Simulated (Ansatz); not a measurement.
## Geometry relaxation, with input and output: HfO$_{2}$ (part 2 of 4)

The same run, continued: HfO$_{2}$ (slab, 24 atoms in the cell); DFT PBE+D3(BJ), scalar-relativistic, plane waves, PAW, no spin polarisation (Ansatz 0.2.0); cutoff 420 eV, 3×3×1 k-mesh, Gaussian smearing of 0.05 eV. The structure derives from an entry of the Crystallography Open Database. The input holds or restrains some coordinates. Forces given for the steps count only the free coordinates. It belongs to a series of runs on one base structure; here: clean slab, lower planes held.

Geometry of the input (Å; fractional positions):
```
5.1261  0.0000  0.0000
0.0000  5.2022  0.0000
0.0000  0.0000  25.7472
O  0.6348  0.2419  0.3107
O  0.5361  0.7581  0.3192
O  0.1832  0.3358  0.3471
Hf 0.8445  0.5424  0.3573
Hf 0.4119  0.0424  0.3743
O  0.0731  0.8358  0.3844
O  0.7203  0.2581  0.4123
O  0.6216  0.7419  0.4208
O  0.2687  0.1642  0.4487
Hf 0.9300  0.9576  0.4589
Hf 0.4973  0.4576  0.4759
O  0.1586  0.6642  0.4860
O  0.8057  0.2419  0.5140
O  0.7071  0.7581  0.5224
O  0.3542  0.3358  0.5503
Hf 0.0154  0.5424  0.5605
Hf 0.5828  0.0424  0.5775
O  0.2441  0.8358  0.5877
O  0.8912  0.2581  0.6156
O  0.7925  0.7419  0.6240
O  0.4396  0.1642  0.6519
Hf 0.1009  0.9576  0.6621
Hf 0.6683  0.4576  0.6791
O  0.3295  0.6642  0.6893
```

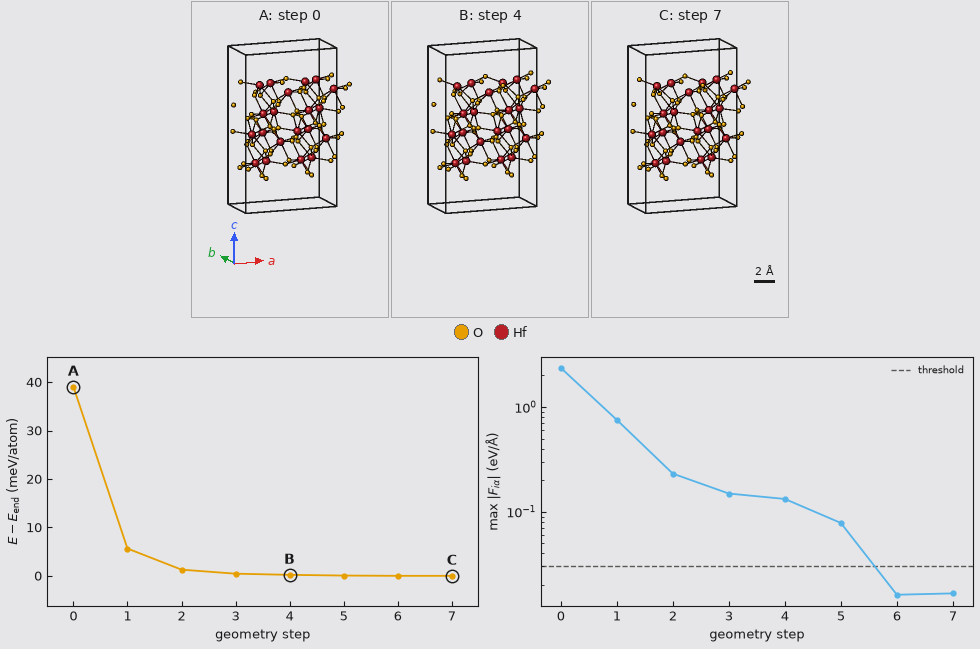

Fig. 1: Frames of the restrained relaxation (ball-and-stick view of the 2 × 1 repeat of the cell, with the vacuum cut short (origin shifted), with bonded neighbours outside it, seen slightly off an axis) above the curves, on which the letters mark them (the first geometry is step 0 here and step 1 in the log).

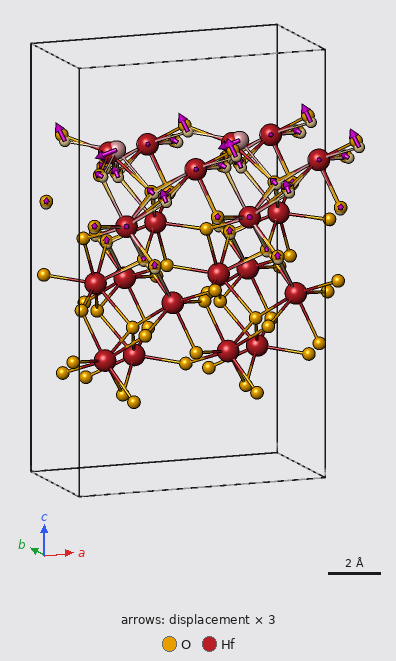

Fig. 2: Start (faint) and end (solid) with the displacements as pink arrows, magnified 3 times (ball-and-stick view of the 2 × 1 repeat of the cell, with the vacuum cut short (origin shifted), with bonded neighbours outside it, seen slightly off an axis). The atom that moves furthest is Hf23 (0.31 Å). Largest moves by element: Hf 0.31 Å, O 0.28 Å. The lattice vectors keep their values. Distances before and after: Hf16–O20 2.249 → 2.469 Å, O20–Hf23 2.146 → 2.029 Å, Hf17–O21 2.148 → 2.259 Å, O18–Hf22 2.148 → 2.039 Å. Among the angles that change: O19–Hf23–O24 139.6° → 157.9°, Hf22–O24–Hf23 145.9° → 129.1°, O20–Hf23–O21 117.3° → 130.8°. The energy falls by 39.0 meV per atom in 7 geometry steps. Largest force component: 2.4 eV/Å at the start, 0.017 eV/Å at the end. (Atoms are counted from 1 in the order of the input.)

```
WARN: The output density's exchange-correlation potential varies sharply where the density is thin. Do not read a vacuum level from v_tot or v_xc, or from such a field of the output density. On a cell that repeats whose density bears no net charge and no dipole along the vacuum's axis use v_es (v_loc + v_h of the components); under efield.dipole_correction with no amplitude use v_es + v_field, which holds any external_charges[].barrier, or the levels of the report's work_function block, which leave it out; under a non-zero efield.amplitude the vacuum is tilted and has no level; on a cell that repeats and bears such a dipole with no correction it is tilted too, and efield.dipole_correction with no amplitude gives each side of its ramp a level where efield: is served; in a cell that repeats whose density bears a net charge (total_charge, or a fill off its count) it is curved and has none; of a slab under crystal.periodic whose density bears no net charge use v_es, which has a level on each side, short of where the two are joined; of another it falls or rises all the way out and has none; of a slab beside external_charges read slab_vacuum_level instead, which it has where they leave it neutral. The grid or the basis barely resolves most such structure, and the values can differ between equally converged runs; as a rule a tighter scf.convergence.dr2_threshold does not remove it. Where the density itself ripples (under the LDA too) a higher basis.ecutwfc lessens it. The files hold the spikes' plane waves up to the density's cutoff. Files: v_tot_of_output_density and the like, and their columns of v_z.tsv (output.write_potential); v_xc_of_output_density and the like, and their columns of v_comp_z.tsv (output.write_potential_components). Measured: with its Gaussian average of σ = 0.25 Å subtracted twice, the exchange-correlation potential is over 0.1 eV at 109 of the grid points where the equally averaged density (valence and model cores) is under 1e-3 e/Å³, and 0.211 eV at the most among them, at an averaged density of 3.9e-7 e/Å³. The input density's (outcome.potential() and, of a run that writes arrays, v_tot and v_xc) is over 0.1 eV, so measured, at 143 points of its own thin density, 0.155 eV at the most. See output.write_potential in the manual, Limitations
SCF converged after 6 iterations
Free energy (F): -134885.408444 eV
Harris-Foulkes:  -134885.408444 eV  (|F-HF|=2.55e-8)
Internal energy: -134885.390870 eV  (E = F + TS)
E sigma→0 (E₀):  -134885.399657 eV
Entropy (-TS):   -0.017574 eV (-0.732 meV/atom)
Fermi energy:    2.966610 eV
Dipole field:    D = 0.151900 V/Å  (p = 0.576367 e·Å, saw-weighted, corrected)
Work function:   Φ+ = 4.2163 eV   Φ− = 8.1272 eV
Levels:          The Fermi level and band energies are counted from a zero that moves with the ramp; work functions are not
--- Per-component energies (eV) ---
  E_band       = -4040.966854
  E_kinetic    = 6155.380714
  E_local      = -529945.562154  (includes V_loc(G=0)·N_el)
  E_nonlocal   = -9176.045628
  E_hartree    = 260865.711312
  E_xc         = -3572.303413
  E_vxc        = -3624.397026  (∫ρ·V_xc dr)
  E_paw        = -57944.265173  (= ΣΔE_a)
  E_vpaw       = 10830.381752  (= ΣTr[D̂ρ^β])
  E_aug_tail   = 0.039273  (compensation charges beyond the density's cutoff)
  E_efield     = 0.043775  (sawtooth field / dipole correction)
  E_vefield    = -12.151361  (∫n·V_field dr)
  E_ewald      = 198735.750982
  E_disp       = -4.140558  (pairwise vdW)
  E_smearing   = -0.017574  (= −TS)
  E_closure    = 0.000000  (closes the sum)
  Σ components = -134885.408444   (vs F -134885.408444, Δ=0.00e0)
--- Forces (eV/Å), atoms counted from 1 ---
  atom   1  O     -0.09689524     0.33364889     1.79467405
  atom   2  O      1.54964925     0.25653314     1.29350917
  atom   3  O     -0.81187369     0.21616942     0.45091224
  atom   4  Hf    -1.17156311    -1.71638282    -2.05128333
  atom   5  Hf     0.48996435     0.62073827    -4.39362708
  atom   6  O     -0.43820945     0.20778623     1.02714941
  atom   7  O      0.29201805     0.30734828     1.77027450
  atom   8  O      0.21426512    -0.46719617     2.00989400
  atom   9  O     -0.10482985     0.44697575     1.62735155
  atom  10  Hf     0.07821296     0.38264124    -2.52101542
  atom  11  Hf     0.07888630    -0.28464904    -2.04946929
  atom  12  O     -0.07227166    -0.31132981     1.03072517
  atom  13  O     -0.00486902     0.00160719     0.00669018
  atom  14  O     -0.00248677     0.00975539     0.01396271
  atom  15  O     -0.00325418    -0.00426430    -0.00172356
  atom  16  Hf    -0.00288389    -0.00661470    -0.01274575
  atom  17  Hf    -0.00215382    -0.00442946    -0.01034784
  atom  18  O      0.00756103     0.00721796    -0.00542274
  atom  19  O      0.01466685    -0.00646640     0.00329140
  atom  20  O      0.00234174     0.01211700    -0.01061821
  atom  21  O     -0.00902318    -0.00466157     0.00633781
  atom  22  Hf    -0.01081902     0.00692007     0.01659348
  atom  23  Hf     0.01243283    -0.01523261    -0.00565818
  atom  24  O     -0.00884920     0.01177870     0.01044569
  max |Σ_I F_I| component: 1.00e-4 eV/Å
--- Band table (eV; the first three rows and the last of 5) ---
  k-point 0: bands = ["-60.7424", "-60.6171", "-60.5577", "-60.4553", "-59.8639", "-59.6228", "-58.2290", "-57.7901", "-29.7589", "-29.6861", "-29.5803", "-29.5107", "-29.4349", "-29.4221", "-29.3573", "-29.3308", "-29.2977", "-29.2309", "-29.2181", "-29.1004", "-28.6994", "-28.6564", "-28.6031", "-28.3931", "-28.3657", "-28.3342", "-27.1315", "-26.9534", "-26.8595", "-26.6481", "-26.5348", "-26.5093", "-17.9790", "-17.2278", "-16.8421", "-16.7162", "-16.6139", "-16.4701", "-16.1612", "-16.0506",
      "-15.8321", "-15.6670", "-15.1025", "-15.0151", "-14.3297", "-13.1927", "-12.5301", "-12.3817", "-10.6488", "-10.6438", "-10.6078", "-10.6030", "-10.5900", "-10.5650", "-10.5518", "-10.4953", "-10.4921", "-10.4838", "-10.4772", "-10.4734", "-10.4654", "-10.4627", "-10.4252", "-10.4204", "-10.4112", "-10.4068", "-10.3954", "-10.3883", "-10.3827", "-10.3628", "-10.3539", "-10.3310", "-10.3248", "-10.3154", "-10.2913", "-10.2752", "-9.7516", "-9.7467", "-9.7419", "-9.7330",
      "-9.7290", "-9.7129", "-9.7085", "-9.5019", "-9.4962", "-9.4935", "-9.4861", "-9.4793", "-9.4713", "-9.4703", "-8.1759", "-8.1673", "-8.1428", "-8.1207", "-8.1066", "-8.0392", "-8.0314", "-7.6742", "-7.6713", "-7.6667", "-7.6515", "-7.6437", "-7.6230", "-7.6149", "-5.3182", "-5.1342", "-4.6950", "-4.3997", "-4.3180", "-4.1177", "-4.0654", "-3.9564", "-3.6755", "-3.4370", "-3.2095", "-3.0773", "-2.9593", "-2.8882", "-2.7245", "-2.6215",
      "-2.5440", "-2.5116", "-2.3642", "-2.2890", "-1.8820", "-1.8453", "-1.7412", "-1.7056", "-1.5384", "-1.4649", "-1.3240", "-1.2118", "-1.0320", "-0.9339", "-0.9213", "-0.8528", "-0.8051", "-0.5730", "-0.4638", "-0.2461", "-0.0617", "0.0713", "0.4318", "0.6438", "0.7945", "1.3279", "1.6619", "1.8111", "2.1670", "2.4169", "2.4958", "2.9206", "3.4031", "3.9842", "4.5717", "4.6632", "4.7915", "5.1569", "5.2078", "5.3962",
      "5.4879", "5.6803", "5.8129", "5.9538", "6.2416", "6.4409", "6.4797", "6.5471", "6.8632", "6.8963", "7.0177", "7.1935", "7.3122", "7.4961", "7.6868", "7.9195", "8.0187", "8.0334", "8.1604", "8.3354", "8.5027", "8.5451", "8.7934"]
  k-point 1: bands = ["-60.7424", "-60.6168", "-60.5580", "-60.4553", "-59.8638", "-59.6228", "-58.2289", "-57.7902", "-29.7200", "-29.6637", "-29.5492", "-29.4819", "-29.4740", "-29.4369", "-29.3852", "-29.3401", "-29.3036", "-29.2654", "-29.2192", "-29.1067", "-28.6825", "-28.6307", "-28.5950", "-28.4194", "-28.3735", "-28.3577", "-27.1262", "-26.9359", "-26.8392", "-26.6639", "-26.5427", "-26.5352", "-17.6442", "-17.0694", "-16.9129", "-16.7845", "-16.6522", "-16.5778", "-16.2528", "-15.9803",
      "-15.8995", "-15.5967", "-15.2777", "-15.0235", "-14.3197", "-13.0976", "-12.6511", "-12.4475", "-10.6494", "-10.6423", "-10.6070", "-10.6031", "-10.5899", "-10.5627", "-10.5546", "-10.4935", "-10.4920", "-10.4847", "-10.4803", "-10.4722", "-10.4648", "-10.4616", "-10.4254", "-10.4199", "-10.4128", "-10.4093", "-10.3966", "-10.3880", "-10.3810", "-10.3628", "-10.3491", "-10.3301", "-10.3244", "-10.3146", "-10.2943", "-10.2808", "-9.7497", "-9.7468", "-9.7434", "-9.7341",
      "-9.7291", "-9.7128", "-9.7076", "-9.5017", "-9.4965", "-9.4933", "-9.4882", "-9.4819", "-9.4700", "-9.4688", "-8.1749", "-8.1675", "-8.1429", "-8.1205", "-8.1060", "-8.0410", "-8.0334", "-7.6725", "-7.6706", "-7.6678", "-7.6549", "-7.6424", "-7.6228", "-7.6142", "-5.0277", "-4.8468", "-4.5782", "-4.4727", "-4.2119", "-4.0895", "-3.9328", "-3.7961", "-3.6304", "-3.5415", "-3.3799", "-3.0918", "-2.9655", "-2.8549", "-2.6386", "-2.6034",
      "-2.4790", "-2.4305", "-2.2736", "-2.1959", "-2.1218", "-1.9425", "-1.8738", "-1.7207", "-1.5427", "-1.4784", "-1.3817", "-1.3197", "-1.1932", "-1.1294", "-1.0709", "-0.9682", "-0.8601", "-0.7177", "-0.5213", "-0.2907", "-0.1128", "0.2469", "0.4672", "0.6052", "0.9059", "1.2796", "1.4754", "1.8063", "2.1829", "2.3372", "2.7363", "2.8108", "3.1604", "3.7490", "4.3855", "4.7120", "5.0055", "5.1540", "5.2158", "5.5338",
      "5.7270", "5.8209", "5.9771", "6.0435", "6.1213", "6.3531", "6.4734", "6.6938", "6.8150", "6.9560", "7.1587", "7.3605", "7.4611", "7.6193", "7.7234", "7.8376", "7.8966", "8.0950", "8.2273", "8.3684", "8.4934", "8.5885", "8.7814"]
  k-point 2: bands = ["-60.7422", "-60.6171", "-60.5578", "-60.4553", "-59.8639", "-59.6228", "-58.2289", "-57.7902", "-29.7241", "-29.6741", "-29.5529", "-29.4885", "-29.4596", "-29.4189", "-29.3919", "-29.3521", "-29.3026", "-29.2545", "-29.2265", "-29.1066", "-28.6816", "-28.6305", "-28.5928", "-28.4200", "-28.3761", "-28.3555", "-27.1263", "-26.9362", "-26.8423", "-26.6621", "-26.5415", "-26.5340", "-17.6586", "-17.0604", "-16.8729", "-16.7635", "-16.6526", "-16.5613", "-16.2854", "-16.0001",
      "-15.8989", "-15.5978", "-15.2103", "-15.0472", "-14.3447", "-13.0623", "-12.7212", "-12.3871", "-10.6490", "-10.6421", "-10.6077", "-10.6052", "-10.5909", "-10.5642", "-10.5517", "-10.4941", "-10.4928", "-10.4845", "-10.4777", "-10.4741", "-10.4667", "-10.4607", "-10.4253", "-10.4201", "-10.4126", "-10.4082", "-10.3981", "-10.3891", "-10.3792", "-10.3636", "-10.3484", "-10.3301", "-10.3248", "-10.3137", "-10.2926", "-10.2807", "-9.7501", "-9.7470", "-9.7418", "-9.7372",
      "-9.7284", "-9.7130", "-9.7067", "-9.5025", "-9.4965", "-9.4933", "-9.4881", "-9.4814", "-9.4707", "-9.4676", "-8.1753", "-8.1680", "-8.1425", "-8.1213", "-8.1049", "-8.0414", "-8.0331", "-7.6725", "-7.6708", "-7.6672", "-7.6559", "-7.6431", "-7.6224", "-7.6137", "-5.1767", "-5.0141", "-4.6154", "-4.5099", "-4.3340", "-4.1718", "-4.0386", "-3.8548", "-3.6009", "-3.5281", "-3.3938", "-3.1035", "-2.9492", "-2.8738", "-2.7785", "-2.6082",
      "-2.4861", "-2.3293", "-2.2404", "-2.1391", "-2.0367", "-1.8580", "-1.7380", "-1.6787", "-1.5714", "-1.5041", "-1.3643", "-1.2593", "-1.1714", "-1.0732", "-0.9344", "-0.8744", "-0.7680", "-0.6388", "-0.5000", "-0.1424", "0.0849", "0.1794", "0.3667", "0.5724", "0.7129", "1.3205", "1.5055", "1.9131", "2.2250", "2.4890", "2.7531", "2.8498", "3.3398", "3.9981", "4.2067", "4.4295", "4.5423", "5.0483", "5.1217", "5.3478",
      "5.4924", "5.7654", "5.9202", "5.9932", "6.1710", "6.4460", "6.5732", "6.7866", "6.9235", "7.0616", "7.1253", "7.3568", "7.4833", "7.5488", "7.7220", "7.7568", "8.0083", "8.1853", "8.2811", "8.4203", "8.5084", "8.5750", "8.6989"]
```
